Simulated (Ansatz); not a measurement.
# Calculations on GePt

## 1. Relaxation

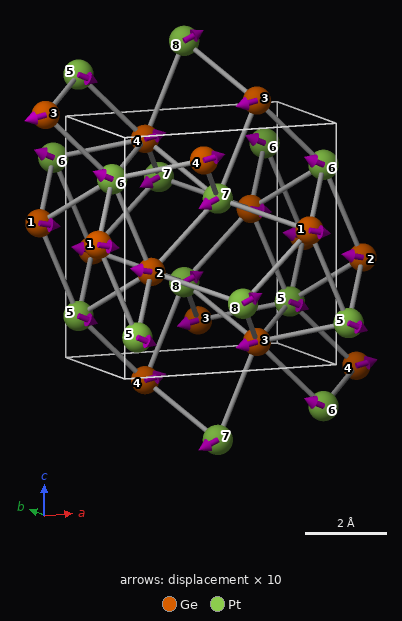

This is a relaxation of a crystal of GePt (set up in Pnma). The starting structure is drawn; purple arrows show the displacements, 10 times their true length.

Style: ball-and-stick. Shown: the cell of the calculation, slightly off an axis.

Level of theory: Ansatz 0.2.0, DFT PBEsol, scalar-relativistic, plane waves, PAW.

The input:
```yaml
crystal:
  lattice:
    - [5.732, 0.0, 0.0]
    - [0.0, 3.701, 0.0]
    - [0.0, 0.0, 6.088]
  atoms:
    - { symbol: Ge, position: [0.805, 0.75, 0.59] }
    - { symbol: Ge, position: [0.195, 0.25, 0.41] }
    - { symbol: Ge, position: [0.695, 0.25, 0.09] }
    - { symbol: Ge, position: [0.305, 0.75, 0.91] }
    - { symbol: Pt, position: [0.99, 0.75, 0.195] }
    - { symbol: Pt, position: [0.01, 0.25, 0.805] }
    - { symbol: Pt, position: [0.51, 0.25, 0.695] }
    - { symbol: Pt, position: [0.49, 0.75, 0.305] }
basis:
  ecutwfc: 420
kpoints:
  mp_grid: { grid: [6, 10, 6] }
hamiltonian:
  xc: pbesol
scf:
  occupations: { method: gaussian, width: 0.1 }
output:
  forces: true
  stress: true
  eigenvalues: true
  write_density: true
  write_potential: true
  elf: true
  volumetric_format: npy
relax:
  adjacent_minimum: "off"
  f_tol: 0.005
  max_steps: 80
  cell: { stress_tol: 0.05 }
```

Run as
```bash
ansatz run input.yaml --threads 2 --pin off --max-ram 5120MiB --backend cpu --events-out ev --progress --plain --runs-dir out
```

### What did the optimiser do to the structure, and how much energy did it gain?

The largest moves relative to the cell, 0.060 Å, are those of Ge1, Ge2, Ge3 and Ge4. Ge1 goes roughly along [3 0 −1]. Largest moves by element: Ge 0.060 Å, Pt 0.058 Å. Cell: a 5.732 → 5.741 Å (+0.2 %), b 3.701 → 3.700 Å (0.0 %), c 6.088 → 6.092 Å (+0.1 %). Volume +0.2 %. Near-neighbour distances that change, for instance: Ge1–Pt7 2.587 → 2.660 Å, Ge1–Pt6 2.553 → 2.524 Å, Ge1–Pt8 2.504 → 2.486 Å, Ge1–Pt5 2.628 → 2.639 Å. Bond angles that change, for instance: Ge1–Pt6–Ge4 161.1° → 157.3°, Pt5–Ge3–Pt5 91.3° → 88.1°, Ge4–Pt6–Ge4 91.3° → 88.1°. The space group stays Pnma (No. 62). After 5 accepted moves (6 points after the start) the energy has fallen by 8.6 meV per atom. The largest force component goes from 0.36 to 0.00085 eV/Å. The pressure goes from 0.92 to 0.00 GPa. The SCF was repeated once at an unchanged geometry on a basis and grid sized afresh for the cell, which shifted the energy by less than 0.05 meV per atom at most. The run took 3.1 min on 2 threads of Intel(R) Xeon(R) Platinum 8375C CPU @ 2.90GHz (Ice Lake), with other jobs on the host, peak memory 0.98 GiB.

## 2. Relaxation

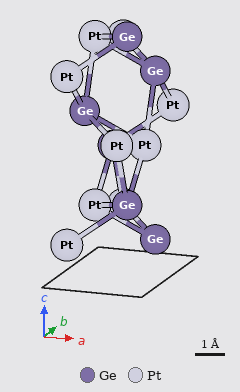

This is the input geometry for a relaxation of a slab of composition GePt (cut from the Pnma phase). The picture is a ball-and-stick view of the cell of the calculation, outlined in the plane, without the vacuum, seen slightly off an axis.

Case: (0 0 1) slab, atoms relaxed. The slab is the (0 0 1) face of GePt.

Method: Ansatz, DFT PBEsol, scalar-relativistic, plane waves, PAW.

The input:
```yaml
crystal:
  lattice:
    - [3.7003360032, 0.0, 0.0]
    - [0.0, 5.7406004532, 0.0]
    - [0.0, 0.0, 23.0661099447]
  atoms:
    - { symbol: Ge, position: [0.75, 0.6848405759, 0.3251523563] }
    - { symbol: Pt, position: [0.25, 0.999243469, 0.3523937367] }
    - { symbol: Pt, position: [0.25, 0.499243469, 0.3834768244] }
    - { symbol: Ge, position: [0.75, 0.1848405759, 0.4107182047] }
    - { symbol: Ge, position: [0.25, 0.8151594241, 0.4572170758] }
    - { symbol: Pt, position: [0.75, 0.500756531, 0.4844584561] }
    - { symbol: Pt, position: [0.75, 0.000756531, 0.5155415439] }
    - { symbol: Ge, position: [0.25, 0.3151594241, 0.5427829242] }
    - { symbol: Ge, position: [0.75, 0.6848405759, 0.5892817953] }
    - { symbol: Pt, position: [0.25, 0.999243469, 0.6165231756] }
    - { symbol: Pt, position: [0.25, 0.499243469, 0.6476062633] }
    - { symbol: Ge, position: [0.75, 0.1848405759, 0.6748476437] }
basis:
  ecutwfc: 420
kpoints:
  mp_grid: { grid: [9, 6, 1] }
hamiltonian:
  xc: pbesol
scf:
  occupations: { method: gaussian, width: 0.1 }
output:
  forces: true
  eigenvalues: true
  write_density: true
  write_potential: true
  elf: true
  volumetric_format: npy
relax:
  adjacent_minimum: "off"
  f_tol: 0.02
  max_steps: 60
efield:
  axis: 3
  dipole_correction: true
  ramp_width: 0.04
```

Launched with:
```bash
ansatz run input.yaml --threads 2 --pin off --max-ram 5120MiB --backend cpu --events-out ev --progress --plain --runs-dir out
```

Q: Predict the outcome.

A: The energy falls by 0.512 eV per cell of the calculation in 5 accepted moves (6 points after the start). Largest force component: 1.2 eV/Å at the start, 0.015 eV/Å at the end. 1 step only repeated the SCF at the same geometry. The largest moves relative to the layer's centre, 0.26 Å, are those of Pt2 and Pt11. Pt2 goes at 19° to the normal (+c side). By element the largest moves are Pt 0.26 Å, Ge 0.22 Å. The cell doesn't change. Among the contacts that change: Ge4–Pt7 2.639 → 2.857 Å, Ge8–Pt11 2.639 → 2.474 Å, Ge9–Pt10 2.660 → 2.575 Å, Ge9–Pt11 2.524 → 2.444 Å. Among the angles between lasting bonds that change: Ge9–Pt11–Ge12 157.3° → 173.7°, Ge8–Pt11–Ge9 71.4° → 83.6°, Pt6–Ge9–Pt11 108.6° → 96.6°.

After the run, drawn alike:

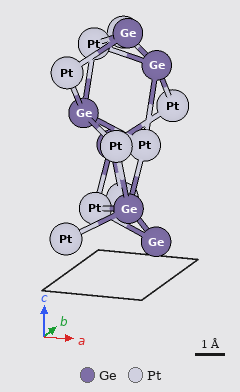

## 3. A change

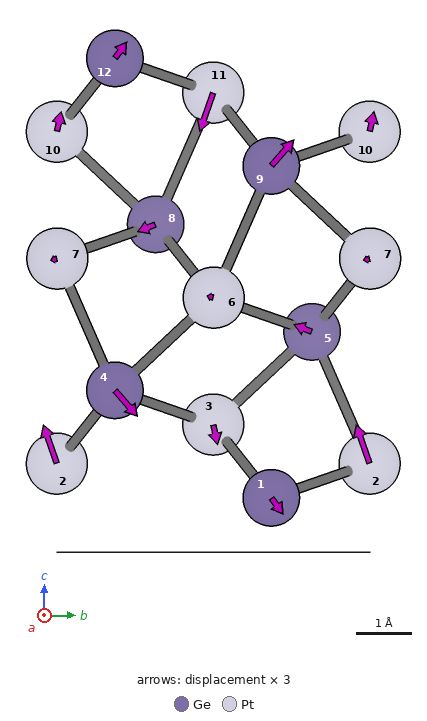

A (0 0 1) slab of GePt as cut from the relaxed bulk. The purple arrows show how the atoms are displaced, magnified 3 times. A ball-and-stick model of the 2 × 1 repeat of the cell, outlined in the plane, without the vacuum, seen along the a axis.

Method: Ansatz, DFT PBEsol, scalar-relativistic, plane waves, PAW. (plane-wave cutoff 420 eV; occupations gaussian; smearing width 0.1 eV; no spin polarisation) The k-mesh is chosen for each cell (9×6×6, 9×6×1).

Question: What was done to the structure, and with what result?

Answer: The atoms of the slab are relaxed at the bulk's in-plane cell. The surface energy (mean of the two faces) falls from 1.55 to 1.36 J/m². The top spacing, between the Ge and Pt planes, goes from 0.63 to 0.98 Å (+55.5 %), the bottom one (Ge to Pt) from 0.63 to 0.98 Å (+55.5 %). The cell doesn't change. The largest moves relative to the layer's centre, 0.26 Å, are those of Pt2 and Pt11. Pt2 goes at 19° to the normal (+c side). By element the largest moves are Pt 0.26 Å, Ge 0.22 Å. Some distances before and after: Ge–Pt 2.639 → 2.474 to 2.857 Å, Ge–Pt 2.660 → 2.575 to 2.661 Å, Ge–Pt 2.524 → 2.444 to 2.532 Å, Ge–Pt 2.486 → 2.483 to 2.512 Å.
